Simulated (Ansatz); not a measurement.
**Al2Cu: geometry relaxation (part 2 of 2)**

Continued. System: Al2Cu (12 atoms in the cell). Method: DFT PBEsol, scalar-relativistic, plane waves, PAW, no spin polarisation (Ansatz 0.2.0); cutoff 420 eV, 8×6×6 k-mesh, Gaussian smearing of 0.1 eV. The structure derives from a Materials Project entry. It belongs to a series of runs on one base structure; here: 0 of 8 Al sites taken by Mg, cell and atoms relaxed.

Geometry of the input (Å; fractional positions):
```
0.0000  0.0000  4.8287
-5.9924  0.0000  0.0000
0.0000  -5.9924  0.0000
Al 0.0000  0.3407  0.1593
Al 0.5000  0.8407  0.6593
Al 0.5000  0.3407  0.8407
Al 0.0000  0.8407  0.3407
Al 0.0000  0.1593  0.6593
Al 0.5000  0.6593  0.1593
Al 0.5000  0.1593  0.3407
Al 0.0000  0.6593  0.8407
Cu 0.2500  0.0000  0.0000
Cu 0.7500  0.5000  0.5000
Cu 0.7500  0.0000  0.0000
Cu 0.2500  0.5000  0.5000
```

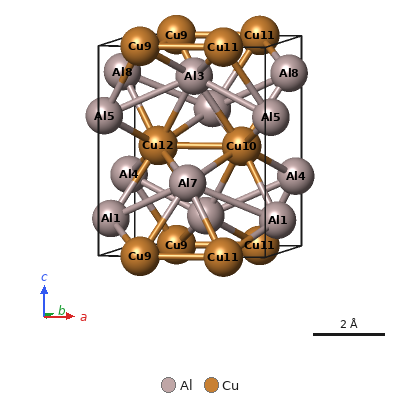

The geometry at step 2 of the log (ball-and-stick view of the cell of the calculation, seen at an oblique angle; atoms are numbered from 1 in the order of the input).

Log, continued:
```
relax step   3: F+E_penalty+E_count = -30553.59235481 eV  Δ(F+E_penalty+E_count) = -4.969e-6 eV  max|allowed force component| = 5.378e-3 eV/Å  Δτ_max = 0.0000 Å  P = +0.038 GPa  Ω = 173.376 Å³  stress off target by 9.67e-2 GPa  SCF on the basis re-selected at this cell (its energy is not comparable with the rows above)  (7 SCF iters)
basis re-selected at this cell: Δ(F+E_penalty+E_count) = -4.969e-6 eV, ΔP = -0.000 GPa vs the last step (what re-selecting the basis moved, of the pressure what is left beyond the Pulay correction that the steps carried, after the strain that the cell walked since its last selection, with what the two solves' SCF thresholds leave and, on support functions, any second-order correction that the steps lacked; it is no measure of the basis error at this ecutwfc). This SCF's stress stands 9.67e-2 GPa from its target on what of the cell is left free (relax.cell.stress_tol is 1.50e-1 GPa) and its largest allowed force component is 5.38e-3 eV/Å (relax.f_tol is 1.50e-2 eV/Å): within both
SCF converged after 7 iterations
Free energy (F): -30553.592355 eV
Harris-Foulkes:  -30553.592355 eV  (|F-HF|=7.28e-12)
Internal energy: -30553.577772 eV  (E = F + TS)
E sigma→0 (E₀):  -30553.585063 eV
Entropy (-TS):   -0.014583 eV (-1.215 meV/atom)
Fermi energy:    10.735930 eV
--- Per-component energies (eV) ---
  E_band       = -1834.710784
  E_kinetic    = 1388.886161
  E_local      = -24730.886049  (includes V_loc(G=0)·N_el)
  E_nonlocal   = 1626.053392
  E_hartree    = 11188.529532
  E_xc         = -678.181096
  E_vxc        = -703.999213  (∫ρ·V_xc dr)
  E_paw        = -10123.842254  (= ΣΔE_a)
  E_vpaw       = -1791.825221  (= ΣTr[D̂ρ^β])
  E_aug_tail   = 0.001046  (compensation charges beyond the density's cutoff)
  E_ewald      = -9225.116425
  E_core_change = 0.977921  (= ΣΔE_core)
  E_smearing   = -0.014583  (= −TS)
  E_closure    = -0.000000  (closes the sum)
  Σ components = -30553.592355   (vs F -30553.592355, Δ=0.00e0)
--- Forces (eV/Å), atoms counted from 1 ---
  atom   1  Al    -0.00537761     0.00537761     0.00000000
  atom   2  Al    -0.00537761     0.00537761     0.00000000
  atom   3  Al    -0.00537761    -0.00537761    -0.00000000
  atom   4  Al    -0.00537761    -0.00537761    -0.00000000
  atom   5  Al     0.00537761     0.00537761     0.00000000
  atom   6  Al     0.00537761     0.00537761     0.00000000
  atom   7  Al     0.00537761    -0.00537761    -0.00000000
  atom   8  Al     0.00537761    -0.00537761    -0.00000000
  atom   9  Cu    -0.00000000    -0.00000000    -0.00000000
  atom  10  Cu    -0.00000000    -0.00000000    -0.00000000
  atom  11  Cu     0.00000000    -0.00000000     0.00000000
  atom  12  Cu     0.00000000    -0.00000000     0.00000000
  max |Σ_I F_I| component: 4.34e-18 eV/Å
--- Stress (GPa, compression-positive) ---
        0.096706       0.000000       0.000000
        0.000000       0.096706       0.000000
        0.000000       0.000000      -0.079720
  P = ⅓ Tr σ = 0.0379 GPa (0.379 kbar)
--- Band table (eV; the first three rows and the last of 50) ---
  k-point 0: bands = ["-102.8108", "-102.8107", "-102.8004", "-102.8004", "-60.3386", "-60.3386", "-60.3385", "-60.3385", "-60.3285", "-60.3285", "-60.3284", "-60.3284", "-60.3284", "-60.3284", "-60.2191", "-60.2191", "-0.2977", "3.5160", "3.6113", "3.7577", "3.7577", "5.2219", "5.2237", "5.4221", "5.4221", "5.4269", "5.7398", "5.7398", "6.0379", "6.1589", "6.3806", "6.4644", "6.4711", "6.5201", "6.8130", "6.8340", "7.1459", "7.3004", "7.4193", "7.4193", "7.4268", "7.4268", "7.6601", "7.6601", "8.6809", "8.8769", "9.2241", "9.4224", "9.4224", "9.8507", "10.4673", "10.7548", "12.2310", "12.2310", "12.3464", "13.2870", "13.6171", "13.6171", "14.0663", "14.8635", "15.5250", "15.5250"]
  k-point 1: bands = ["-102.8108", "-102.8107", "-102.8004", "-102.8004", "-60.3386", "-60.3386", "-60.3385", "-60.3385", "-60.3285", "-60.3285", "-60.3284", "-60.3284", "-60.3284", "-60.3284", "-60.2191", "-60.2191", "-0.1817", "2.5117", "3.6770", "3.8389", "4.8079", "5.1120", "5.3189", "5.3495", "5.4110", "5.4437", "5.5938", "5.7189", "6.2448", "6.2895", "6.3078", "6.4871", "6.4925", "6.5375", "6.7966", "6.8028", "7.0064", "7.0979", "7.4027", "7.4046", "7.4198", "7.4198", "7.4263", "7.4263", "8.8443", "8.9205", "9.0755", "9.5277", "9.5749", "10.0819", "10.7751", "11.2611", "12.2747", "12.5856", "12.6151", "12.7681", "12.8618", "13.2519", "14.1883", "14.1886", "15.2749", "16.1389"]
  k-point 2: bands = ["-102.8108", "-102.8107", "-102.8004", "-102.8004", "-60.3386", "-60.3386", "-60.3386", "-60.3386", "-60.3285", "-60.3284", "-60.3284", "-60.3284", "-60.3284", "-60.3284", "-60.2191", "-60.2191", "0.1650", "1.5263", "3.9938", "4.0723", "4.8095", "5.0266", "5.3916", "5.4562", "5.5024", "5.5263", "5.6015", "5.6616", "5.9980", "6.4824", "6.5098", "6.5350", "6.5803", "6.7085", "6.7123", "6.7647", "6.7708", "6.8112", "7.0141", "7.4211", "7.4212", "7.4248", "7.4249", "7.9845", "8.2032", "8.7635", "8.7659", "10.0069", "10.3143", "10.4806", "11.5385", "11.8044", "11.8954", "11.9331", "12.3014", "12.6687", "13.0199", "13.4506", "13.6422", "14.1864", "15.3228", "15.5647"]
  k-point 49: bands = ["-102.8056", "-102.8056", "-102.8056", "-102.8056", "-60.3335", "-60.3335", "-60.3335", "-60.3335", "-60.3335", "-60.3335", "-60.3335", "-60.3335", "-60.2739", "-60.2739", "-60.2739", "-60.2739", "3.2210", "3.2210", "3.2210", "3.2210", "3.2716", "3.2716", "3.2716", "3.2716", "6.3611", "6.3611", "6.3611", "6.3611", "6.3740", "6.3740", "6.3740", "6.3740", "6.4061", "6.4061", "6.4061", "6.4061", "6.6473", "6.6473", "6.6473", "6.6473", "6.8671", "6.8671", "6.8671", "6.8671", "11.1006", "11.1006", "11.1006", "11.1006", "11.4170", "11.4170", "11.4170", "11.4170", "12.5518", "12.5518", "12.5518", "12.5518", "13.0936", "13.0936", "13.0936", "13.0936", "16.0352", "16.0352"]
--- Relaxed structure (2 steps of the walk, 2 accepted, 1 SCFs on fresh bases) ---
  F+E_penalty+E_count = -30553.59235481 eV   max|allowed force component| = 5.378e-3 eV/Å   (the final SCF, on the basis selected at the relaxed cell)
  cell:  # Å, volume = 173.3761 Å³
    - [0.0, 1.0423397416183126e-35, 4.822091899060047]
    - [-5.996210169147496, 0.0, 0.0]
    - [0.0, -5.996210169147496, -1.2935288107169473e-35]
  atoms:
    - { symbol: Al, position: [-3.6353559523908826e-36, 0.3409912889283051, 0.1590087110716949] }
    - { symbol: Al, position: [0.5000000000000001, 0.8409912889283053, 0.6590087110716949] }
    - { symbol: Al, position: [0.5000000000000001, 0.3409912889283051, 0.8409912889283053] }
    - { symbol: Al, position: [-2.3889481972854373e-36, 0.8409912889283053, 0.3409912889283051] }
    - { symbol: Al, position: [1.3502750680308994e-36, 0.1590087110716949, 0.6590087110716949] }
    - { symbol: Al, position: [0.5000000000000001, 0.6590087110716949, 0.1590087110716949] }
    - { symbol: Al, position: [0.5000000000000001, 0.1590087110716949, 0.3409912889283051] }
    - { symbol: Al, position: [8.828721598663574e-36, 0.6590087110716949, 0.8409912889283053] }
    - { symbol: Cu, position: [0.25000000000000006, 6.0310349332364294e-21, 1.2062069866472862e-20] }
    - { symbol: Cu, position: [0.7500000000000001, 0.5, 0.5] }
    - { symbol: Cu, position: [0.7500000000000001, 6.031034933236428e-21, 1.2062069866472862e-20] }
    - { symbol: Cu, position: [0.25000000000000006, 0.5, 0.5] }
```

Trajectory as extended XYZ (Å, eV, eV/Å), 3 frames, from step=1 to step=3:
```
12
Lattice="0.0000 0.0000 4.8287 -5.9924 0.0000 0.0000 0.0000 -5.9924 0.0000" Properties=species:S:1:pos:R:3:forces:R:3 step=1 energy=-30553.59154 pressure_GPa=0.04
Al   -2.0414   -0.9548    0.0000   -0.0177   0.0177   0.0000
Al   -5.0375   -3.9510    2.4144   -0.0177   0.0177   0.0000
Al   -2.0414   -5.0375    2.4144   -0.0177  -0.0177   0.0000
Al   -5.0375   -2.0414    0.0000   -0.0177  -0.0177   0.0000
Al   -0.9548   -3.9510    0.0000    0.0177   0.0177   0.0000
Al   -3.9510   -0.9548    2.4144    0.0177   0.0177   0.0000
Al   -0.9548   -2.0414    2.4144    0.0177  -0.0177   0.0000
Al   -3.9510   -5.0375    0.0000    0.0177  -0.0177   0.0000
Cu    0.0000    0.0000    1.2072    0.0000   0.0000   0.0000
Cu   -2.9962   -2.9962    3.6215    0.0000   0.0000   0.0000
Cu    0.0000    0.0000    3.6215    0.0000   0.0000   0.0000
Cu   -2.9962   -2.9962    1.2072    0.0000   0.0000   0.0000
12
Lattice="0.0000 0.0000 4.8221 -5.9962 0.0000 0.0000 0.0000 -5.9962 0.0000" Properties=species:S:1:pos:R:3:forces:R:3 step=2 energy=-30553.59235 pressure_GPa=0.04
Al   -2.0447   -0.9535    0.0000   -0.0054   0.0054   0.0000
Al   -5.0428   -3.9516    2.4110   -0.0054   0.0054   0.0000
Al   -2.0447   -5.0428    2.4110   -0.0054  -0.0054   0.0000
Al   -5.0428   -2.0447    0.0000   -0.0054  -0.0054   0.0000
Al   -0.9535   -3.9516    0.0000    0.0054   0.0054   0.0000
Al   -3.9516   -0.9535    2.4110    0.0054   0.0054   0.0000
Al   -0.9535   -2.0447    2.4110    0.0054  -0.0054   0.0000
Al   -3.9516   -5.0428    0.0000    0.0054  -0.0054   0.0000
Cu    0.0000    0.0000    1.2055    0.0000   0.0000   0.0000
Cu   -2.9981   -2.9981    3.6166    0.0000   0.0000   0.0000
Cu    0.0000    0.0000    3.6166    0.0000   0.0000   0.0000
Cu   -2.9981   -2.9981    1.2055    0.0000   0.0000   0.0000
12
Lattice="0.0000 0.0000 4.8221 -5.9962 0.0000 0.0000 0.0000 -5.9962 0.0000" Properties=species:S:1:pos:R:3:forces:R:3 step=3 energy=-30553.59236 pressure_GPa=0.04
Al   -2.0447   -0.9535    0.0000   -0.0054   0.0054   0.0000
Al   -5.0428   -3.9516    2.4110   -0.0054   0.0054   0.0000
Al   -2.0447   -5.0428    2.4110   -0.0054  -0.0054   0.0000
Al   -5.0428   -2.0447    0.0000   -0.0054  -0.0054   0.0000
Al   -0.9535   -3.9516    0.0000    0.0054   0.0054   0.0000
Al   -3.9516   -0.9535    2.4110    0.0054   0.0054   0.0000
Al   -0.9535   -2.0447    2.4110    0.0054  -0.0054   0.0000
Al   -3.9516   -5.0428    0.0000    0.0054  -0.0054   0.0000
Cu    0.0000    0.0000    1.2055    0.0000   0.0000   0.0000
Cu   -2.9981   -2.9981    3.6166    0.0000   0.0000   0.0000
Cu    0.0000    0.0000    3.6166    0.0000   0.0000   0.0000
Cu   -2.9981   -2.9981    1.2055    0.0000   0.0000   0.0000
```

Key numbers:

- outcome: converged
- space group (tolerance 0.01 Å): I4/mcm (140)
- electrons treated: 100
- free energy: −30553.5924 eV
- Fermi energy: 10.736 eV
- gap on the k-point mesh: none (metallic)
- pressure: 0.04 GPa
- final volume: 173.38 Å³
- largest force (length of the vector) at the end: 0.008 eV/Å
- final cell: a = 4.822 Å, b = 5.996 Å, c = 5.996 Å, α = 90.00°, β = 90.00°, γ = 90.00°
- hardware: 2 threads of Intel Xeon @ 2.50GHz (Skylake/Cascade Lake), 192 GiB of memory available, shared host
- wall time: 72 s (CPU time 2.3 min)
- peak memory: 0.8 GiB
